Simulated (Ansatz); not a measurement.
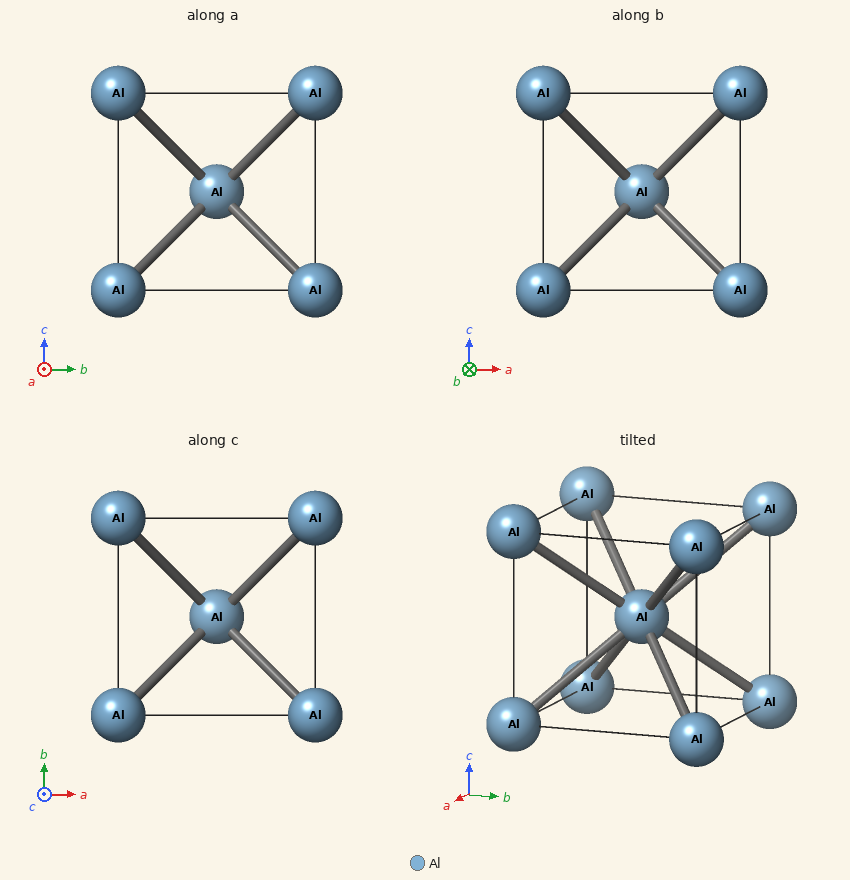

Figure: ball-and-stick view along the a axis, along the b axis, along the c axis and slightly off an axis. The lines enclose the conventional unit cell; boundary atoms appear with their images.

Lattice parameters: a = 3.269 Å, b = 3.269 Å, c = 3.269 Å, α = 90.00°, β = 90.00°, γ = 90.00°.

Convert the drawing into a table of Wyckoff sites.

Answer. Space group Im-3m (No. 229).
| atom | site | x | y | z |
| --- | --- | --- | --- | --- |
| Al | 2a | 0.0000 | 0.0000 | 0.0000 |

Provenance: a structure type filled with this element by a generator (whether the element takes this form wasn't checked). Earlier steps of the study may have refined or changed the cell and positions. It was run through Ansatz as a DFT input.
